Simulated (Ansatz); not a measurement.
System: NaF.

```cif
data_structure
_symmetry_space_group_name_H-M 'P 1'
_symmetry_Int_Tables_number 1
_cell_length_a 3.2920
_cell_length_b 3.2920
_cell_length_c 13.9288
_cell_angle_alpha 90.000
_cell_angle_beta 90.000
_cell_angle_gamma 120.000
_cell_volume 130.73
loop_
_atom_site_label
_atom_site_type_symbol
_atom_site_fract_x
_atom_site_fract_y
_atom_site_fract_z
_atom_site_occupancy
Na1 Na 0.33333 0.66667 0.89704 1
F1 F 0.00000 0.00000 0.00000 1
Na2 Na 0.66667 0.33333 0.10296 1
F2 F 0.00000 0.00000 0.20577 1
Na3 Na 0.33333 0.66667 0.30396 1
F3 F 0.66667 0.33333 0.40198 1
Na4 Na 0.00000 0.00000 0.50000 1
F4 F 0.33333 0.66667 0.59802 1
Na5 Na 0.66667 0.33333 0.69604 1
F5 F 0.00000 0.00000 0.79423 1
```

Space group P-3m1; a generated structure, not necessarily the stable one.

All numbers below come from Ansatz 0.2.0, DFT PBE, scalar-relativistic, plane waves, PAW.

What can the converged valence pseudo-density and electron localisation function tell about the bonding?

Na–F (2.34 Å): the density is about 0.14 e/Å³ at the midpoint; the ELF is about 0.05 at the midpoint (an ionic contact with no shared pair).
Na–F (2.38 Å): the density is about 0.13 e/Å³ at the midpoint; the ELF is about 0.05 at the midpoint: a closed-shell, largely ionic contact.

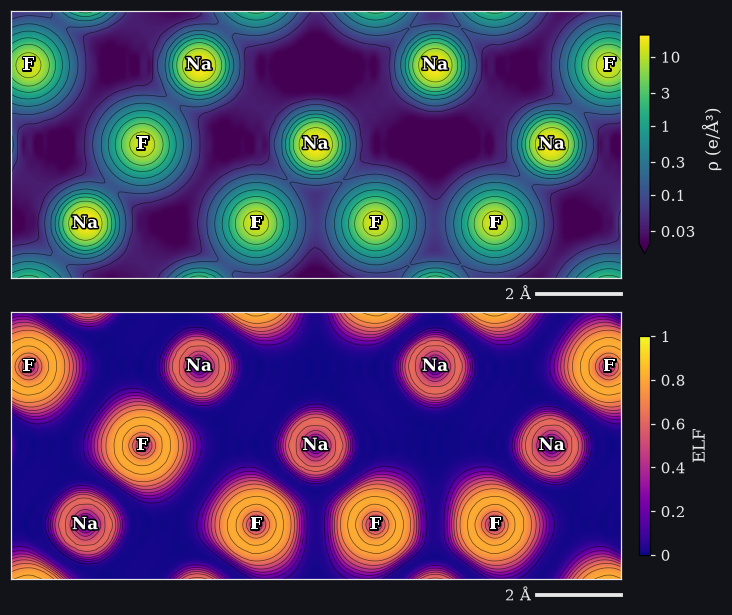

Computed valence pseudo-density and electron localisation function on the (110) plane of the conventional cell, in this order. 

Core electrons are frozen (PAW), and the valence fields are smoothed inside the atomic spheres.
